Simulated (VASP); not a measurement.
GeN$_{2}$

```yaml
crystal:
  lattice:
    - [3.12768, 0.00000, 0.00000]
    - [-1.56384, 2.70865, 0.00000]
    - [0.00000, 0.00000, 37.90309]
  atoms:
    - { symbol: Ge, position: [0.66667, 0.33333, 0.23741] }
    - { symbol: Ge, position: [0.00000, 0.00000, 0.34302] }
    - { symbol: N, position: [0.00000, 0.00000, 0.29233] }
    - { symbol: N, position: [0.33333, 0.66667, 0.22296] }
    - { symbol: N, position: [0.66667, 0.33333, 0.28810] }
    - { symbol: N, position: [0.33333, 0.66667, 0.35746] }
```

All numbers below come from Kohn-Sham DFT of a periodic cell, PBE with D3(BJ), VASP PAW PBE potentials, recommended in VASP 6.6.1.

In a PAW calculation such maps are meaningful between the atoms, not at the nuclei.

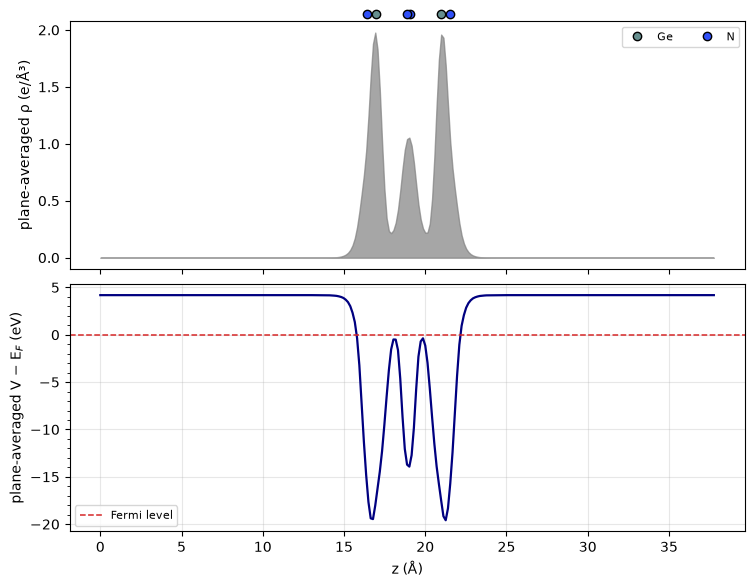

Figure 1. Plane average of the electrostatic potential energy of an electron and of the valence electron density across the slab. Circles mark the heights of the atoms.

**How far above the Fermi level of the calculation is the vacuum level?**

4.2 eV.

**What are the slab's thickness and the vacuum gap?**

The outermost nuclei are 5.1 Å apart, in 5 atomic planes; the vacuum between periodic images is 32.8 Å wide.

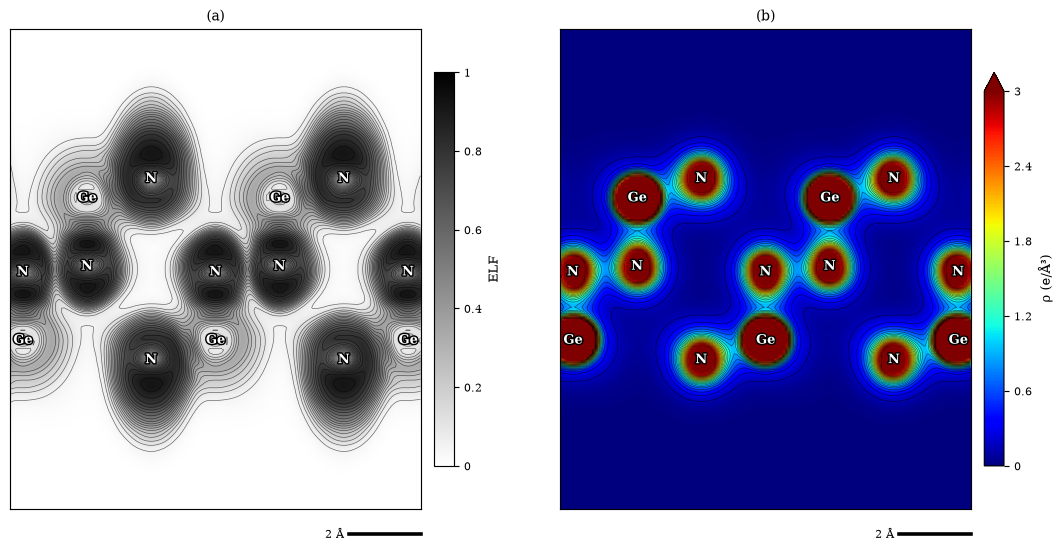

Figure 2. (a) ELF; (b) valence pseudo-density on the (110) plane of the calculation cell, a cut from vacuum to vacuum.

**Describe what can be read from this map.**

The section cuts through Ge and N sites. Ge–N (1.89 Å): the density is about 0.93 e/Å³ at the midpoint; the ELF peaks at about 0.85 in the valence shell of N, 0.7 Å from its nucleus, and is about 0.65 at the midpoint. The density dies away to nearly zero in the vacuum. The ELF also peaks beside N, away from the bonds: lone-pair regions.
